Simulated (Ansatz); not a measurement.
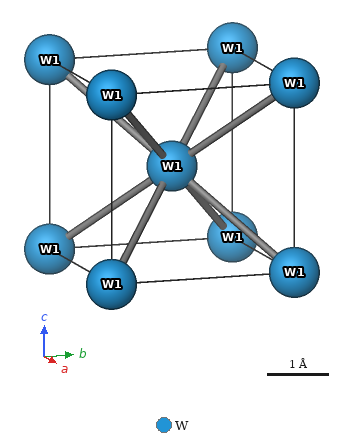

The structure (ball-and-stick view of the cell 2 times as large as that of the calculation, set on its symmetry axes, seen slightly off an axis; atoms are numbered from 1 in the order of the input).

## What a change does: single-point calculation on W

System: W (Im-3m, 1 atom in the cell).
Method of the first run: DFT PBE, scalar-relativistic, plane waves, PAW, no spin polarisation (Ansatz 0.2.0).

The structure derives from an entry of the Crystallography Open Database. Text and figures count atoms from 1; the logs count them from 0 in places.

**Input file, the first run**
```yaml
crystal:
  lattice:
    - [-1.582345, 1.582345, 1.582345]
    - [1.582345, -1.582345, 1.582345]
    - [1.582345, 1.582345, -1.582345]
  atoms:
    - { symbol: W, position: [0.0, 0.0, 0.0] }
basis:
  ecutwfc: 420
kpoints:
  mp_grid: { grid: [8, 8, 8] }
hamiltonian:
  xc: pbe
scf:
  occupations: { method: gaussian, width: 0.1 }
output:
  forces: true
  stress: true
  eigenvalues: true
```

Command:
```bash
ansatz run input.yaml --threads 1 --pin off --max-ram 2560MiB --backend cpu --events-out ev --progress --plain --runs-dir out
```

Hardware: 1 thread of Intel Xeon @ 2.50GHz (Skylake/Cascade Lake), 128 GiB of memory available, shared host.

**Output, shortened to warnings, some set-up lines, iterations and results (the first run)**
```
Basis set: ecut = 420 eV, 321 PW (Γ), exchange–correlation on 40×40×40 points (8 copies of the dense FFT grid, shifted against one another)
Symmetry: 48 space group operations
k-points: 29 of 512
Initial density: superposition of atomic densities (neutral atoms: chi_scale 0, normalization atom), corrected by the library's trained network
[...]
SCF iter   1: F=—  HF=-10384.819000 eV  |F-HF|=—  |Δ(HF+E_count)|=         —  Δρ=2.40e-3  dr2=2.32e-4  ethr=1.77e-3  ⟨swp⟩=5.0  Hψ=1700  notcnv=0
SCF iter   2: F=—  HF=-10384.818725 eV  |F-HF|=—  |Δ(HF+E_count)|=   2.75e-4  Δρ=1.22e-3  dr2=5.38e-5  ethr=1.66e-6  ⟨swp⟩=2.4  Hψ=685  notcnv=0
SCF iter   3: F=—  HF=-10384.818748 eV  |F-HF|=—  |Δ(HF+E_count)|=   2.36e-5  Δρ=1.52e-4  dr2=3.00e-6  ethr=3.85e-7  ⟨swp⟩=2.0  Hψ=465  notcnv=0
SCF iter   4: F=—  HF=-10384.818748 eV  |F-HF|=—  |Δ(HF+E_count)|=   2.35e-7  Δρ=1.36e-4  dr2=2.47e-6  ethr=2.14e-8  ⟨swp⟩=2.0  Hψ=518  notcnv=0
SCF iter   5: F=—  HF=-10384.818747 eV  |F-HF|=—  |Δ(HF+E_count)|=   9.50e-7  Δρ=6.14e-5  dr2=4.99e-7  ethr=1.76e-8  ⟨swp⟩=2.0  Hψ=473  notcnv=0
SCF iter   6: F=-10384.818747 eV  HF=-10384.818747 eV  |F-HF|=2.08e-8  |Δ(HF+E_count)|=   2.29e-7  Δρ=1.35e-5  dr2=2.45e-8  ethr=7.14e-10  ⟨swp⟩=3.1  Hψ=1261  notcnv=0
SCF 1 converged in 6 iterations: F = -10384.818747 eV  dr2 = 2.45e-8
SCF converged after 6 iterations
Free energy (F): -10384.818747 eV
Harris-Foulkes:  -10384.818747 eV  (|F-HF|=2.08e-8)
Internal energy: -10384.818746 eV  (E = F + TS)
E sigma→0 (E₀):  -10384.818746 eV
Entropy (-TS):   -0.000001 eV (-0.001 meV/atom)
Fermi energy:    22.406007 eV
--- Per-component energies (eV) ---
  E_band       = -81.269669
  E_kinetic    = 450.457052
  E_local      = -598.373528  (includes V_loc(G=0)·N_el)
  E_nonlocal   = 0.310815
  E_hartree    = 215.185728
  E_xc         = -267.164269
  E_vxc        = -239.082743  (∫ρ·V_xc dr)
  E_paw        = -8562.465809  (= ΣΔE_a)
  E_vpaw       = -124.948183  (= ΣTr[D̂ρ^β])
  E_aug_tail   = -0.000058  (compensation charges beyond the density's cutoff)
  E_ewald      = -1622.768677
  E_smearing   = -0.000001  (= −TS)
  E_closure    = 0.000000  (closes the sum)
  Σ components = -10384.818747   (vs F -10384.818747, Δ=0.00e0)
--- Forces (eV/Å), atoms counted from 1 ---
  atom   1  W     -0.00000000     0.00000000    -0.00000000
  max |Σ_I F_I| component: 1.93e-31 eV/Å
--- Stress (GPa, compression-positive) ---
        6.081437       0.000000       0.000000
        0.000000       6.081437      -0.000000
       -0.000000       0.000000       6.081437
  P = ⅓ Tr σ = 6.0814 GPa (60.814 kbar)
```

For the second run the input was changed thus:
```diff
-  mp_grid: { grid: [8, 8, 8] }
+  mp_grid: { grid: [18, 18, 18] }
+  populations: true
```

How does the second run compare with the first run?

The free energy of the second run is 4.0 meV per atom higher, which measures how much it depends on this numerical setting. The pressure goes from 6.08 to 5.66 GPa. The number of SCF iterations is the same. The irreducible k-points go from 29 to 195.

**Output, shortened to warnings, some set-up lines, iterations and results (the second run)**
```
Basis set: ecut = 420 eV, 321 PW (Γ), exchange–correlation on 40×40×40 points (8 copies of the dense FFT grid, shifted against one another)
Symmetry: 48 space group operations
k-points: 195 of 5832
Initial density: superposition of atomic densities (neutral atoms: chi_scale 0, normalization atom), corrected by the library's trained network
[...]
SCF iter   1: F=—  HF=-10384.814981 eV  |F-HF|=—  |Δ(HF+E_count)|=         —  Δρ=1.63e-3  dr2=1.50e-4  ethr=1.77e-3  ⟨swp⟩=5.0  Hψ=11286  notcnv=0
SCF iter   2: F=—  HF=-10384.814731 eV  |F-HF|=—  |Δ(HF+E_count)|=   2.49e-4  Δρ=8.10e-4  dr2=2.88e-5  ethr=1.07e-6  ⟨swp⟩=2.5  Hψ=4955  notcnv=0
SCF iter   3: F=—  HF=-10384.814760 eV  |F-HF|=—  |Δ(HF+E_count)|=   2.91e-5  Δρ=1.40e-4  dr2=2.13e-6  ethr=2.06e-7  ⟨swp⟩=2.0  Hψ=3295  notcnv=0
SCF iter   4: F=—  HF=-10384.814760 eV  |F-HF|=—  |Δ(HF+E_count)|=   8.89e-8  Δρ=1.14e-4  dr2=1.56e-6  ethr=1.52e-8  ⟨swp⟩=2.0  Hψ=3506  notcnv=0
SCF iter   5: F=—  HF=-10384.814760 eV  |F-HF|=—  |Δ(HF+E_count)|=   5.50e-7  Δρ=5.52e-5  dr2=3.68e-7  ethr=1.11e-8  ⟨swp⟩=2.0  Hψ=3156  notcnv=0
SCF iter   6: F=-10384.814760 eV  HF=-10384.814760 eV  |F-HF|=1.85e-8  |Δ(HF+E_count)|=   1.59e-7  Δρ=1.36e-5  dr2=2.26e-8  ethr=7.14e-10  ⟨swp⟩=5.7  Hψ=10168  notcnv=0
SCF 1 converged in 6 iterations: F = -10384.814760 eV  dr2 = 2.26e-8
SCF converged after 6 iterations
Free energy (F): -10384.814760 eV
Harris-Foulkes:  -10384.814760 eV  (|F-HF|=1.85e-8)
Internal energy: -10384.811310 eV  (E = F + TS)
E sigma→0 (E₀):  -10384.813035 eV
Entropy (-TS):   -0.003450 eV (-3.450 meV/atom)
Fermi energy:    22.626740 eV
--- Per-component energies (eV) ---
  E_band       = -81.240313
  E_kinetic    = 450.432477
  E_local      = -598.423367  (includes V_loc(G=0)·N_el)
  E_nonlocal   = 0.363883
  E_hartree    = 215.204752
  E_xc         = -267.148188
  E_vxc        = -239.064983  (∫ρ·V_xc dr)
  E_paw        = -8562.472131  (= ΣΔE_a)
  E_vpaw       = -124.953555  (= ΣTr[D̂ρ^β])
  E_aug_tail   = -0.000058  (compensation charges beyond the density's cutoff)
  E_ewald      = -1622.768677
  E_smearing   = -0.003450  (= −TS)
  E_closure    = 0.000000  (closes the sum)
  Σ components = -10384.814760   (vs F -10384.814760, Δ=0.00e0)
--- Forces (eV/Å), atoms counted from 1 ---
  atom   1  W     -0.00000000     0.00000000     0.00000000
  max |Σ_I F_I| component: 6.78e-32 eV/Å
--- Stress (GPa, compression-positive) ---
        5.660325      -0.000000       0.000000
       -0.000000       5.660325       0.000000
        0.000000       0.000000       5.660325
  P = ⅓ Tr σ = 5.6603 GPa (56.603 kbar)
--- Löwdin populations: 1 site ---
  site symbol       q [e]
     0      W     13.8569
  spilling = 0.010224 (of n_electrons = 14.000000)
```

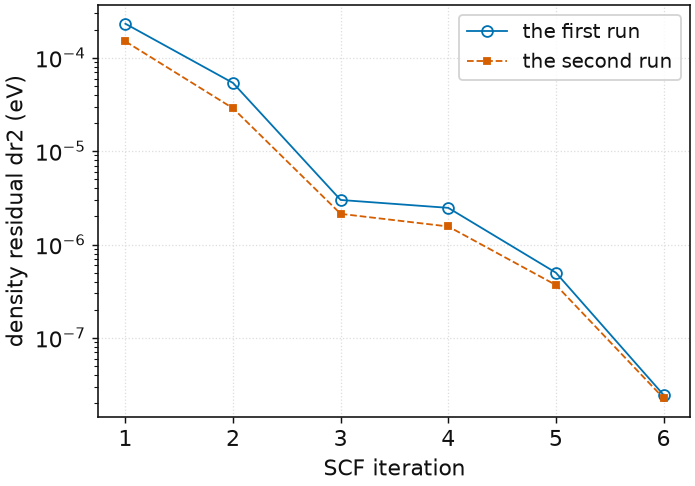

Convergence of the two runs: density residual dr2 against the SCF iteration. The first run takes 6 iterations in all, and the second run takes 6.

**The two runs side by side**

| quantity | the first run | the second run |
| --- | --- | --- |
| outcome | converged | converged |
| free energy per atom (eV) | −10384.8187 | −10384.8148 |
| energy per atom, smearing taken to zero (eV) | −10384.8187 | −10384.8130 |
| gap on the mesh (eV) | 0.00 | 0.00 |
| pressure (GPa) | 6.08 | 5.66 |
| largest force (eV/Å) | 0.000 | 0.000 |
| SCF iterations | 6 | 6 |
| irreducible k-points | 29 | 195 |
| plane waves at Γ | 321 | 321 |
| wall time (shared host) | 0.71 s | 3.2 s |

For both runs: Spin–orbit coupling is left out, which matters for W. For the first run: The cell is under a pressure of 6.1 GPa at this level, so it is not at its equilibrium volume. For the second run: The cell is under a pressure of 5.7 GPa at this level, so it is not at its equilibrium volume.
